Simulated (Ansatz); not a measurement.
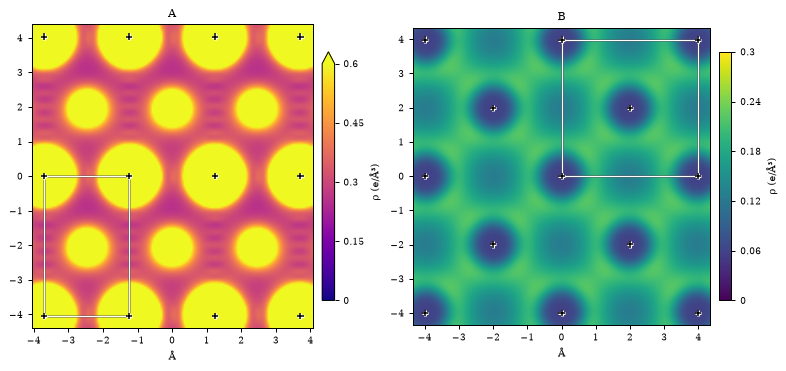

The valence charge density (pseudo) of 2 systems, each on a plane through atoms (crosses mark nuclei in the plane).

Computed with DFT r2SCAN, scalar-relativistic, plane waves, PAW (Ansatz).

System 1: Al, the (100) plane of the conventional cell. Space group Fm-3m; computed without spin polarisation.

```
Al
1.0
     3.99201    0.00000    0.00000
     0.00000    3.99201    0.00000
     0.00000    0.00000    3.99201
Al
4
Direct
  0.00000 0.00000 0.00000
  0.50000 0.50000 0.00000
  0.50000 0.00000 0.50000
  0.00000 0.50000 0.50000
```

System 2: Co, the (100) plane of the conventional cell. Space group P-3m1; a structure from a database of computed crystals, not necessarily the ambient phase; spin-polarised.

> Match each panel to its system.

Panel A is system 2, Co: the plane holds Co. Co–Co (2.47 Å): the density is about 0.37 e/Å³ at the midpoint. Panel B is system 1, Al: the plane holds Al. Al–Al (2.82 Å): ρ is about 0.21 e/Å³ halfway.
